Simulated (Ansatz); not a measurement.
# Binding across the interface in twisted graphene monolayer on bilayer, 21.79° (42 atoms), part 3 of 3

Aim: the interaction energy between the two parts of twisted graphene monolayer on bilayer, 21.79° (42 atoms) and its distance dependence.

Ansatz 0.2.0; Kohn-Sham DFT, LDA, PAW (set soft_2), plane waves.

The cell: 42 C. The cell is under 6 Å thick along two periodic directions.

So far. Step 11 (Upper part moved by +3 Å): Upper part moved by +3 Å: the energy stands 0.288 eV above that of the reference. Step 14 (Upper part, r2SCAN+D4): At this level the whole less its parts is -0.718 eV.

**15. Whole cell, PBE+D3(BJ)**

The three cells are solved again with another functional, at the same geometry, to see how much of the binding hangs on it.

This step: Kohn-Sham DFT, PBE+D3(BJ), PAW (set soft_2), plane waves.

Input and log are left out; they have the form of those shown for this kind of step.

Run time: 6.3 s. Hardware: 4 threads of Arm Neoverse V2, shared host; peak memory 1.4 GiB.

**16. Lower part, PBE+D3(BJ)**

A part alone at that level.

Input and log are left out; they have the form of those shown for this kind of step.

It took 3.2 s on 4 threads of Arm Neoverse V2, shared host; peak memory 1.1 GiB; 12 s of CPU time.

**17. Upper part, PBE+D3(BJ)**

A part alone at that level.

Input and log are left out; they have the form of those shown for this kind of step.

Wall time 1.6 s (4 threads of Arm Neoverse V2, shared host); peak memory 0.79 GiB; 5.8 s of CPU time.

At this level the whole less its parts is -0.707 eV.

**18. Whole cell, revPBE+D3(BJ)**

The three cells are solved again with another functional, at the same geometry, to see how much of the binding hangs on it.

This step: Kohn-Sham DFT, revPBE+D3(BJ), PAW (set soft_2), plane waves.

input.yaml

```yaml
crystal:
  lattice:
    - [6.5085, 0.0, 0.0]
    - [-3.25425, 5.63653, 0.0]
    - [0.0, 0.0, 20.69]
  atoms:
    [... the 42 atom lines of step 4 ...]
kpoints:
  mp_grid: { grid: [3, 3, 1] }
hamiltonian:
  xc: revpbe
  dispersion: d3bj
scf:
  occupations: { method: gaussian, width: 0.05 }
output:
  forces: true
```

Run with:

```bash
> ansatz run input.yaml --threads 4 --pin off --max-ram 8192MiB --backend cpu --events-out ev --progress --plain --runs-dir out
```

Numbers of over 12 decimals in the logs are rounded to 6 here.

The program printed:

```text
[...]
Crystal: 42 atoms, lattice volume = 759.020 Å³
Basis set: ecut = 420 eV, 14793 PW (Γ), exchange–correlation on 90×90×288 points (8 copies of the dense FFT grid, shifted against one another)
Bands: 126, of which v1, the nominal top of the filled ones, is band 84 counted from 1 (83 counted from 0)
Symmetry: 3 space group operations
[...]
k-points: 3 of 9 (time reversal used)
[...]
SCF iter   1: F=—  HF=-10589.823611 eV  |F-HF|=—  |Δ(HF+E_count)|=         —  Δρ=4.15e-3  dr2=1.06e0  ethr=1.77e-3  ⟨swp⟩=12.0  Hψ=2619  notcnv=0  defer=63
[...]
SCF iter  10: F=—  HF=-10589.802931 eV  |F-HF|=—  |Δ(HF+E_count)|=   2.91e-7  Δρ=2.67e-6  dr2=7.20e-7  ethr=5.95e-11  ⟨swp⟩=4.3  Hψ=1177  notcnv=0
SCF iter  11: F=-10589.802931 eV  HF=-10589.802931 eV  |F-HF|=3.13e-8  |Δ(HF+E_count)|=   3.22e-7  Δρ=6.21e-7  dr2=9.29e-9  ethr=5.95e-11  ⟨swp⟩=3.0  Hψ=948  notcnv=0
SCF 1 converged in 11 iterations: F = -10589.802931 eV  dr2 = 9.29e-9
[...]
SCF converged after 11 iterations
Free energy (F): -10589.802931 eV
[...]
Internal energy: -10589.777880 eV  (E = F + TS)
E sigma→0 (E₀):  -10589.790405 eV
Entropy (-TS):   -0.025051 eV (-0.596 meV/atom)
Fermi energy:    1.330147 eV
[...]
Σ components = -10589.802931   (vs F -10589.802931, Δ=0.00e0)
--- Forces (eV/Å), atoms counted from 1 ---
  atom   1  C     -0.00102666    -0.00094410     0.04784604
  atom   2  C     -0.00134325    -0.00077095    -0.00280841
  atom   3  C      0.00000000     0.00000000     0.04553041
  atom   4  C      0.00172245     0.00018670    -0.00085963
[...]
atom  42  C      0.01121134     0.00113055    -0.02302565
  max |Σ_I F_I| component: 5.79e-5 eV/Å
```

Run time: 6.8 s. Hardware: 4 threads of Arm Neoverse V2, shared host; peak memory 1.4 GiB; 26 s of CPU time.

**19. Lower part, revPBE+D3(BJ)**

A part alone at that level.

Input and log are left out; they have the form of those shown for this kind of step.

Elapsed: 3.3 s, on 4 threads of Arm Neoverse V2, shared host; peak memory 1.1 GiB.

**20. Upper part, revPBE+D3(BJ)**

A part alone at that level.

Changes to input.yaml since step 18:

```diff
@@ -6,3 +6,3 @@
   atoms:
-    [... the 42 atom lines of step 4 ...]
+    [... the 14 atom lines of step 6 ...]
 kpoints:
```

The program printed:

```text
[...]
Crystal: 14 atoms, lattice volume = 759.020 Å³
Basis set: ecut = 420 eV, 14793 PW (Γ), exchange–correlation on 90×90×288 points (8 copies of the dense FFT grid, shifted against one another)
Bands: 42, of which v1, the nominal top of the filled ones, is band 28 counted from 1 (27 counted from 0)
Symmetry: 3 space group operations
[...]
k-points: 3 of 9 (time reversal used)
[...]
SCF iter   1: F=—  HF=-3529.223628 eV  |F-HF|=—  |Δ(HF+E_count)|=         —  Δρ=1.75e-3  dr2=1.97e-2  ethr=1.77e-3  ⟨swp⟩=19.7  Hψ=1048  notcnv=0  defer=11
[...]
SCF iter   5: F=—  HF=-3529.221920 eV  |F-HF|=—  |Δ(HF+E_count)|=   1.49e-4  Δρ=2.75e-6  dr2=4.26e-8  ethr=1.79e-10  ⟨swp⟩=3.3  Hψ=524  notcnv=0
SCF iter   6: F=-3529.221921 eV  HF=-3529.221921 eV  |F-HF|=5.09e-8  |Δ(HF+E_count)|=   4.15e-7  Δρ=5.40e-7  dr2=3.19e-9  ethr=7.61e-11  ⟨swp⟩=3.0  Hψ=406  notcnv=0
SCF 1 converged in 6 iterations: F = -3529.221921 eV  dr2 = 3.19e-9
[...]
SCF converged after 6 iterations
Free energy (F): -3529.221921 eV
[...]
Internal energy: -3529.209383 eV  (E = F + TS)
E sigma→0 (E₀):  -3529.215652 eV
Entropy (-TS):   -0.012538 eV (-0.896 meV/atom)
Fermi energy:    -2.286664 eV
[...]
Σ components = -3529.221921   (vs F -3529.221921, Δ=0.00e0)
--- Forces (eV/Å), atoms counted from 1 ---
  atom   1  C     -0.00427266     0.00084956    -0.00276326
  atom   2  C     -0.00000000     0.00000000     0.01015577
  atom   3  C      0.00440250    -0.00684124     0.00183512
  atom   4  C      0.00729953     0.00347401     0.00245871
[...]
atom  14  C     -0.00665834     0.00458457     0.00245871
  max |Σ_I F_I| component: 3.51e-4 eV/Å
```

Run time: 1.8 s. Hardware: 4 threads; peak memory 0.79 GiB.

At this level the whole less its parts is -0.995 eV.

**21. Interaction energy**

Whole cell less its two parts, each frozen at the geometry of the whole and solved in the same cell with the same functional, so that energy zeros cancel. The upper part is 'layer 3' and the lower part 'layer 1 and layer 2', so the cut is under the top layer, which needn't be the twisted interface. The nearest atoms of the two parts stand 3.44 Å apart. The face is 36.69 Å².

| functional | interaction energy (eV) | of it, the added dispersion term (eV) | per area (meV/Å²) | per area (J/m²) | per atom of the upper part (meV) |
| --- | --- | --- | --- | --- | --- |
| LDA | -0.289 | - | -7.9 | -0.13 | -20.7 |
| r2SCAN+D4 | -0.718 | -0.528 | -19.6 | -0.31 | -51.3 |
| PBE+D3(BJ) | -0.707 | -0.880 | -19.3 | -0.31 | -50.5 |
| revPBE+D3(BJ) | -0.995 | -1.438 | -27.1 | -0.43 | -71.1 |

**22. Energy against separation**

The upper part is moved rigidly along the normal from its place in the reference.

| shift (Å) | energy change (eV) | per area (meV/Å²) | share of the binding lost (%) |
| --- | --- | --- | --- |
| -0.3 | 0.106 | 2.90 | - |
| +0.0 | 0.000 | 0.00 | - |
| +0.3 | 0.054 | 1.47 | 19 |
| +0.8 | 0.177 | 4.82 | 61 |
| +1.6 | 0.266 | 7.24 | 92 |
| +3.0 | 0.288 | 7.86 | 100 |

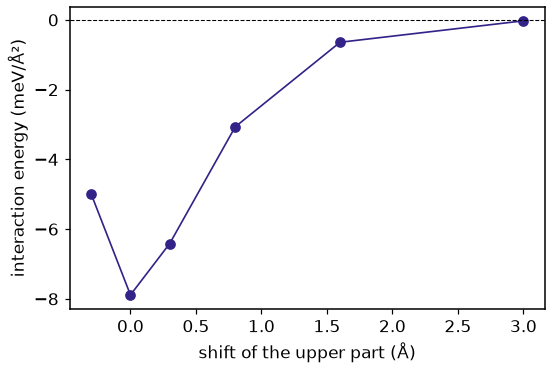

Interaction energy against the shift of the upper part; zero is the parts apart.

**23. Levels of whole and parts**

| cell | level spacing (eV) | vacuum level at the upper face, over the highest filled level, or over E_F where no gap is given (eV) | moment (μB) |
| --- | --- | --- | --- |
| whole | - | 4.57 | no spin |
| lower part | - | 4.58 | no spin |
| upper part | - | 4.53 | no spin |

A dash marks a cell without a clear gap, or without a flat potential in the vacuum.

**24. Findings**

The parts bind with 7.9 meV/Å² (0.289 eV for the cell) at the level LDA. LDA holds no long-range dispersion, so what binding it gives comes from the overlap of the layers' densities and dies out faster with distance than real dispersion. At this one geometry the functionals range from -27.1 (revPBE+D3(BJ)) to -7.9 meV/Å² (LDA). The curvature over ±0.3 Å is 0.78×10²⁰ N/m³, and the energy rises faster on the near side. At +3.0 Å, 100 % of the binding is lost.

Caveats: The functionals run at their own default cutoffs. The k-mesh is coarse for these cells; its error cancels only in part between whole and parts. The parts are frozen, so the energy of their deformation isn't counted. No correction is made for dipoles across the vacuum, and the parts also feel their periodic images through it. The reference functional has no dispersion term, which matters for the binding between molecules or layers, where LDA binds through overlap of densities alone.

The DFT runs together took 2.7 min of wall time.

[Logs are printed without paths, hosts, clocks, repeated set-up lines and the standing remarks that a program may print on its own settings, such as how far it seeks lower states.]

[Hosts, paths, dates, database ids (printed as entryN), source tags and the programs' standing remarks are cut or masked in the printed files.]
